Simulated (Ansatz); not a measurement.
# Two runs on MoTe$_{2}$

System: MoTe$_{2}$ (P6₃/mmc, 6 atoms in the cell).
Method of run A: Kohn-Sham DFT of a periodic cell, PBE, Ansatz PAW, no spin polarisation (Ansatz 0.2.0).

The structure derives from an entry of the Crystallography Open Database. Text and figures count atoms from 1; the logs count them from 0 in places.

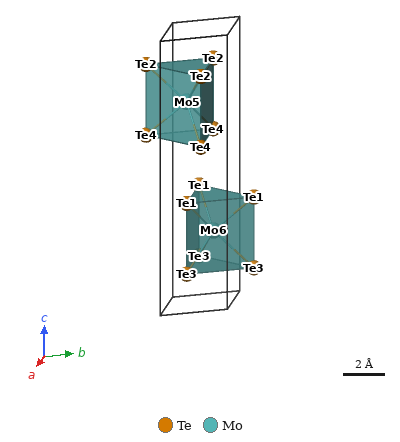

**Figure 1.** The structure as given in the input (polyhedral view of the cell of the calculation, seen slightly off an axis; polyhedra are completed across the faces of the cell; atoms are numbered from 1 in the order of the input).

## Input file, run A
```yaml
crystal:
  lattice:
    - [3.5182, 0.0, 0.0]
    - [-1.7591, 3.0468505756, 0.0]
    - [0.0, 0.0, 13.9736]
  atoms:
    - { symbol: Te, position: [0.6666666667, 0.3333333333, 0.379] }
    - { symbol: Te, position: [0.3333333333, 0.6666666667, 0.879] }
    - { symbol: Te, position: [0.6666666667, 0.3333333333, 0.121] }
    - { symbol: Te, position: [0.3333333333, 0.6666666667, 0.621] }
    - { symbol: Mo, position: [0.6666666667, 0.3333333333, 0.75] }
    - { symbol: Mo, position: [0.3333333333, 0.6666666667, 0.25] }
hamiltonian:
  xc: pbe
  pseudopotentials: { kind: paw }
kpoints:
  mp_grid: { grid: [9, 9, 2] }
scf:
  occupations: { method: fermi_dirac, width: 0.05 }
output:
  forces: true
  stress: true
relax:
  f_tol: 0.01
  max_steps: 40
  cell: { stress_tol: 0.05 }
```

Launched with:
```bash
ansatz run input.yaml --threads 2 --pin off --max-ram 5632MiB --backend cpu --events-out ev --progress --plain --runs-dir out
```

Hardware: 2 threads of Intel Xeon @ 2.50GHz (Skylake/Cascade Lake), 189 GiB of memory available, shared host.

## Output, shortened to warnings, some set-up lines, iterations and results (run A)
```
Basis set: ecut = 420 eV, 2909 PW (Γ), exchange–correlation on 48×48×192 points (8 copies of the dense FFT grid, shifted against one another)
Symmetry: 24 space group operations
k-points: 24 of 162
Initial density: superposition of atomic densities (neutral atoms: chi_scale 0, normalization atom), corrected by the library's trained network
[...]
SCF iter   1: F=—  HF=-37833.381786 eV  |F-HF|=—  |Δ(HF+E_count)|=         —  Δρ=4.19e-3  dr2=8.81e-3  ethr=1.77e-3  ⟨swp⟩=7.7  Hψ=5315  notcnv=0
SCF iter   2: F=—  HF=-37833.390046 eV  |F-HF|=—  |Δ(HF+E_count)|=   8.26e-3  Δρ=2.48e-3  dr2=3.06e-3  ethr=9.58e-6  ⟨swp⟩=2.0  Hψ=2015  notcnv=0  defer=10
SCF iter   3: F=—  HF=-37833.394028 eV  |F-HF|=—  |Δ(HF+E_count)|=   3.98e-3  Δρ=9.94e-4  dr2=2.27e-3  ethr=3.33e-6  ⟨swp⟩=2.0  Hψ=1649  notcnv=0  defer=10
SCF iter   4: F=—  HF=-37833.394322 eV  |F-HF|=—  |Δ(HF+E_count)|=   2.94e-4  Δρ=1.21e-4  dr2=1.87e-5  ethr=2.47e-6  ⟨swp⟩=2.0  Hψ=1600  notcnv=0  defer=10
SCF iter   5: F=—  HF=-37833.394396 eV  |F-HF|=—  |Δ(HF+E_count)|=   7.44e-5  Δρ=5.33e-5  dr2=4.74e-6  ethr=2.03e-8  ⟨swp⟩=3.0  Hψ=2410  notcnv=0  defer=10
[... 69 lines ...]
SCF iter   6: F=—  HF=-37833.482972 eV  |F-HF|=—  |Δ(HF+E_count)|=   1.03e-8  Δρ=5.18e-7  dr2=1.88e-9  ethr=1.07e-11  ⟨swp⟩=2.0  Hψ=1726  notcnv=0
SCF iter   7: F=—  HF=-37833.482972 eV  |F-HF|=—  |Δ(HF+E_count)|=  8.66e-10  Δρ=1.61e-7  dr2=1.15e-10  ethr=2.04e-12  ⟨swp⟩=2.0  Hψ=1709  notcnv=0
SCF iter   8: F=-37833.482972 eV  HF=-37833.482972 eV  |F-HF|=7.28e-12  |Δ(HF+E_count)|=  1.38e-10  Δρ=2.82e-8  dr2=1.98e-12  ethr=1.00e-12  ⟨swp⟩=5.0  Hψ=4327  notcnv=0
SCF 8 converged in 8 iterations: F = -37833.482972 eV  dr2 = 1.98e-12
relax step   8: F+E_penalty+E_count = -37833.48297160 eV  Δ(F+E_penalty+E_count) = -3.481e-3 eV  max|allowed force component| = 4.416e-4 eV/Å  Δτ_max = 0.0000 Å  P = +0.018 …
basis re-selected at this cell: Δ(F+E_penalty+E_count) = -3.481e-3 eV, ΔP = +0.010 GPa vs the last step (what re-selecting the basis moved, of the pressure what is left beyond the Pulay correction that the steps carried, after the strain that the cell walked since its last selection, with what the …
SCF converged after 8 iterations
Free energy (F): -37833.482972 eV
Harris-Foulkes:  -37833.482972 eV  (|F-HF|=7.28e-12)
Internal energy: -37833.482967 eV  (E = F + TS)
E sigma→0 (E₀):  -37833.482969 eV
Entropy (-TS):   -0.000005 eV (-0.001 meV/atom)
Fermi energy:    11.092163 eV
--- Per-component energies (eV) ---
  E_band       = -1300.660713
  E_kinetic    = 1605.492893
  E_local      = -9086.417692  (includes V_loc(G=0)·N_el)
  E_nonlocal   = -952.868549
  E_hartree    = 4908.995931
  E_xc         = -864.063038
  E_vxc        = -874.567492  (∫ρ·V_xc dr)
  E_paw        = -25053.798763  (= ΣΔE_a)
  E_vpaw       = -1810.291121  (= ΣTr[D̂ρ^β])
  E_aug_tail   = -0.000647  (compensation charges beyond the density's cutoff)
  E_ewald      = -8390.823101
  E_smearing   = -0.000005  (= −TS)
  E_closure    = 0.000000  (closes the sum)
  Σ components = -37833.482972   (vs F -37833.482972, Δ=0.00e0)
--- Forces (eV/Å), atoms counted from 1 ---
  atom   1  Te     0.00000000    -0.00000000     0.00044160
  atom   2  Te     0.00000000     0.00000000     0.00044160
  atom   3  Te     0.00000000    -0.00000000    -0.00044160
  atom   4  Te     0.00000000     0.00000000    -0.00044160
  atom   5  Mo    -0.00000000    -0.00000000     0.00000000
  atom   6  Mo     0.00000000     0.00000000     0.00000000
  max |Σ_I F_I| component: 5.78e-18 eV/Å
--- Stress (GPa, compression-positive) ---
        0.003073      -0.000000       0.000000
        0.000000       0.003073       0.000000
        0.000000       0.000000       0.047771
  P = ⅓ Tr σ = 0.0180 GPa (0.180 kbar)
--- Relaxed structure (7 steps of the walk, 6 accepted, 1 SCFs on fresh bases) ---
  F+E_penalty+E_count = -37833.48297160 eV   max|allowed force component| = 4.416e-4 eV/Å   (the final SCF, on the basis selected at the relaxed cell)
  cell:  # Å, volume = 166.6914 Å³
[...]
```

Run B used a changed input.

## The two runs side by side

| quantity | run A | run B |
| --- | --- | --- |
| outcome | converged | converged |
| free energy per atom (eV) | −6305.5805 | −6311.4640 |
| pressure (GPa) | 0.02 | 0.00 |
| volume per atom (Å³) | 27.78 | 36.58 |
| largest force (eV/Å) | 0.000 | 0.003 |
| SCF iterations | 63 | 158 |
| irreducible k-points | 24 | 24 |
| wall time (shared host) | 1.7 min | 5 min |

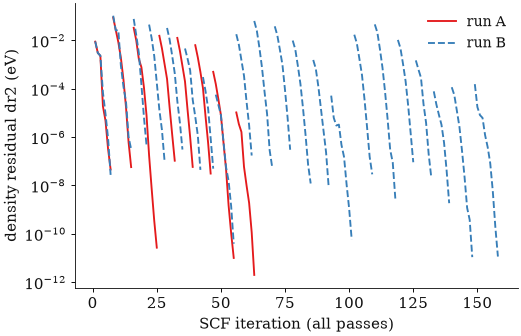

**Figure 2.** Convergence of the two runs: density residual dr2 against the SCF iteration. A break in a curve parts two SCF passes. Run A takes 63 iterations in all, and run B takes 158.

What was changed in the input?

The change (lines with − go, lines with + come):
```diff
-  xc: pbe
+  xc: revpbe
```

The total energies belong to different methods, so their difference says nothing on which is more stable or more accurate. The volume per atom goes from 27.78 to 36.58 Å³. The functional changes from PBE to revPBE. The SCF takes 158 iterations over all geometry steps against 63. On the same kind of shared host run B took about 2.9 times as long.

## Output, shortened to warnings, some set-up lines, iterations and results (run B)
```
Basis set: ecut = 420 eV, 2909 PW (Γ), exchange–correlation on 48×48×192 points (8 copies of the dense FFT grid, shifted against one another)
Symmetry: 24 space group operations
k-points: 24 of 162
Initial density: superposition of atomic densities (neutral atoms: chi_scale 0, normalization atom), corrected by the library's trained network
[...]
SCF iter   1: F=—  HF=-37868.470917 eV  |F-HF|=—  |Δ(HF+E_count)|=         —  Δρ=4.34e-3  dr2=8.98e-3  ethr=1.77e-3  ⟨swp⟩=7.7  Hψ=5310  notcnv=0
SCF iter   2: F=—  HF=-37868.480203 eV  |F-HF|=—  |Δ(HF+E_count)|=   9.29e-3  Δρ=2.52e-3  dr2=2.98e-3  ethr=9.76e-6  ⟨swp⟩=2.0  Hψ=2053  notcnv=0  defer=19
SCF iter   3: F=—  HF=-37868.485517 eV  |F-HF|=—  |Δ(HF+E_count)|=   5.31e-3  Δρ=8.43e-4  dr2=2.34e-3  ethr=3.24e-6  ⟨swp⟩=2.0  Hψ=1873  notcnv=0  defer=19
SCF iter   4: F=—  HF=-37868.485518 eV  |F-HF|=—  |Δ(HF+E_count)|=   6.34e-7  Δρ=1.79e-4  dr2=6.92e-5  ethr=2.54e-6  ⟨swp⟩=2.0  Hψ=1462  notcnv=0  defer=19
SCF iter   5: F=—  HF=-37868.485621 eV  |F-HF|=—  |Δ(HF+E_count)|=   1.04e-4  Δρ=7.43e-5  dr2=9.19e-6  ethr=7.53e-8  ⟨swp⟩=2.0  Hψ=1653  notcnv=0  defer=19
[... 190 lines ...]
SCF iter   8: F=—  HF=-37868.783727 eV  |F-HF|=—  |Δ(HF+E_count)|=   1.20e-7  Δρ=5.64e-7  dr2=5.88e-9  ethr=9.08e-11  ⟨swp⟩=2.2  Hψ=1663  notcnv=0
SCF iter   9: F=—  HF=-37868.783727 eV  |F-HF|=—  |Δ(HF+E_count)|=   7.28e-9  Δρ=1.24e-7  dr2=1.89e-10  ethr=6.40e-12  ⟨swp⟩=2.2  Hψ=1714  notcnv=0
SCF iter  10: F=-37868.783727 eV  HF=-37868.783727 eV  |F-HF|=2.18e-11  |Δ(HF+E_count)|=  8.00e-11  Δρ=3.89e-8  dr2=1.14e-11  ethr=1.00e-12  ⟨swp⟩=5.0  Hψ=4174  notcnv=0
SCF 21 converged in 10 iterations: F = -37868.783727 eV  dr2 = 1.14e-11
relax step  21: F+E_penalty+E_count = -37868.78372717 eV  Δ(F+E_penalty+E_count) = -2.981e-3 eV  max|allowed force component| = 2.619e-3 eV/Å  Δτ_max = 0.0000 Å  P = -0.003 …
basis re-selected at this cell: Δ(F+E_penalty+E_count) = -2.981e-3 eV, ΔP = +0.002 GPa vs the last step (what re-selecting the basis moved, of the pressure what is left beyond the Pulay correction that the steps carried, after the strain that the cell walked since its last selection, with what the …
SCF converged after 10 iterations
Free energy (F): -37868.783727 eV
Harris-Foulkes:  -37868.783727 eV  (|F-HF|=2.18e-11)
Internal energy: -37868.783723 eV  (E = F + TS)
E sigma→0 (E₀):  -37868.783725 eV
Entropy (-TS):   -0.000004 eV (-0.001 meV/atom)
Fermi energy:    7.463787 eV
--- Per-component energies (eV) ---
  E_band       = -1634.056746
  E_kinetic    = 1602.766585
  E_local      = -17120.942357  (includes V_loc(G=0)·N_el)
  E_nonlocal   = -957.134137
  E_hartree    = 8760.484559
  E_xc         = -863.853464
  E_vxc        = -872.722257  (∫ρ·V_xc dr)
  E_paw        = -25088.367925  (= ΣΔE_a)
  E_vpaw       = -1806.992548  (= ΣTr[D̂ρ^β])
  E_aug_tail   = -0.000719  (compensation charges beyond the density's cutoff)
  E_ewald      = -4201.493804
  E_core_change = -0.242460  (= ΣΔE_core)
  E_smearing   = -0.000004  (= −TS)
  E_closure    = 0.000000  (closes the sum)
  Σ components = -37868.783727   (vs F -37868.783727, Δ=0.00e0)
--- Forces (eV/Å), atoms counted from 1 ---
  atom   1  Te    -0.00000000    -0.00000000    -0.00261944
  atom   2  Te     0.00000000     0.00000000    -0.00261944
  atom   3  Te    -0.00000000     0.00000000     0.00261944
  atom   4  Te     0.00000000    -0.00000000     0.00261944
  atom   5  Mo     0.00000000     0.00000000     0.00000000
  atom   6  Mo     0.00000000    -0.00000000     0.00000000
  max |Σ_I F_I| component: 1.39e-17 eV/Å
--- Stress (GPa, compression-positive) ---
       -0.009231       0.000000       0.000000
        0.000000      -0.009231       0.000000
        0.000000       0.000000       0.008756
  P = ⅓ Tr σ = -0.0032 GPa (-0.032 kbar)
--- Relaxed structure (18 steps of the walk, 18 accepted, 3 SCFs on fresh bases) ---
[...]
```

For run B: Points of doubt noted for this run: forces on files of another functional.
